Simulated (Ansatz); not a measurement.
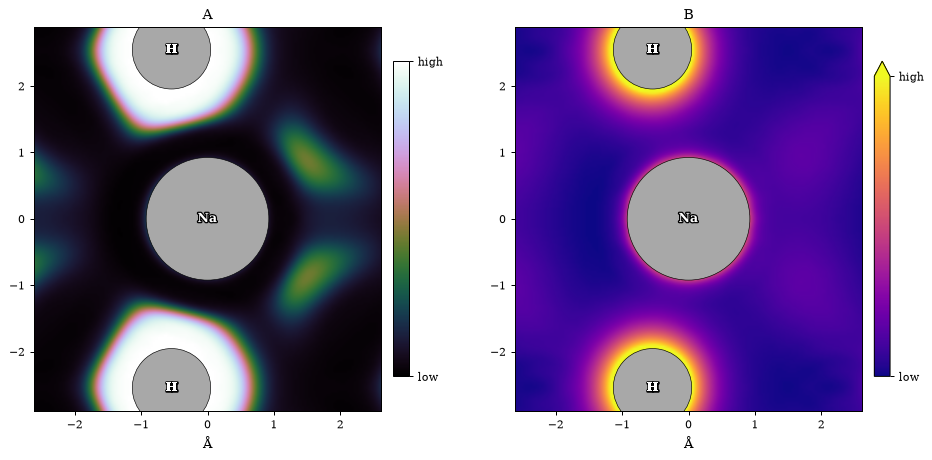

NaH: 2 fields on the (101) plane of the conventional cell, with unlabelled colour scales. Grey discs cover the atomic cores.

Space group C2; a structure from a database of computed crystals, not necessarily the ambient phase; changed on purpose from its base cell (strained and moved within a subgroup).

Level of theory: DFT PBE, scalar-relativistic, plane waves, PAW in Ansatz.

The panels show electron localisation function and valence pseudo-density in some order. Assign them.

Answer. Panel A: electron localisation function. Panel B: valence pseudo-density. From the grid: Na–H (2.60 Å): ρ is about 0.06 e/Å³ halfway; the ELF climbs to about 1 towards the hydrogen; a hydride-like H with a filled shell, bound largely ionically.
